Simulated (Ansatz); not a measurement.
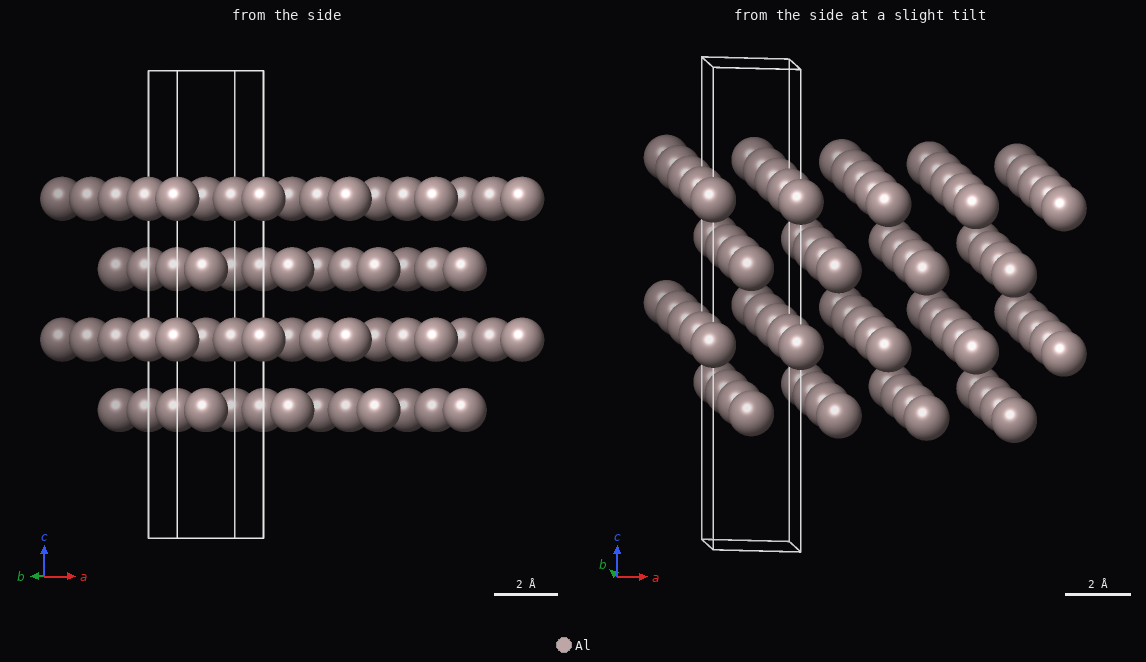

A spheres-only picture of a periodic slab, seen from the side and from the side at a slight tilt. The surface normal points up in side views; the box is the simulation cell. 4×4 cells are drawn in the plane, with atoms at the edges repeated.

The cell holds 4 Al.

Read the thickness off the scale bar.

About 7 Å from the lowest to the highest atom, with about 8 Å of vacuum to the next image.

State the number of planes and their content from above.

Four planes: Al / Al / Al / Al.

Starting structure: a structure listed in the Materials Project. The cell was then strained or its atoms displaced on purpose. It was the input of a calculation with Ansatz.
